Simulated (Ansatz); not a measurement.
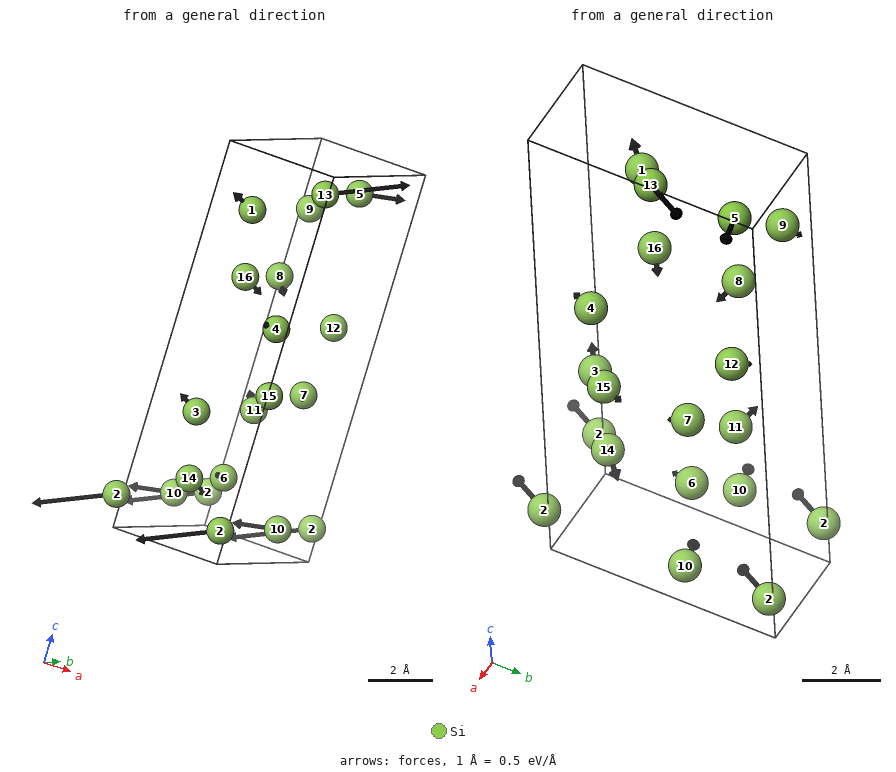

We look at a spheres-only model of the crystal from two general directions. The simulation cell is drawn as a box. The arrows are the computed forces on the atoms.

System: Si. Run with DFT r2SCAN, scalar-relativistic, plane waves, PAW in Ansatz 0.2.0 and these settings: E_cut = 500 eV, Brillouin-zone sampling on a 7×4×2 mesh, Gaussian smearing of 0.05 eV, no spin polarisation.

Is the structure at a minimum of the energy?

No. The atoms still feel forces of up to about 1.1 eV/Å, far above a usual threshold of 0.01 to 0.03 eV/Å.

Where does the largest force act?

Si2 and Si13, about 1.1 eV/Å.

Origin of the cell: a structure listed in the Materials Project. The cell was then strained or its atoms displaced on purpose. Ansatz was used for an electronic-structure calculation on it.
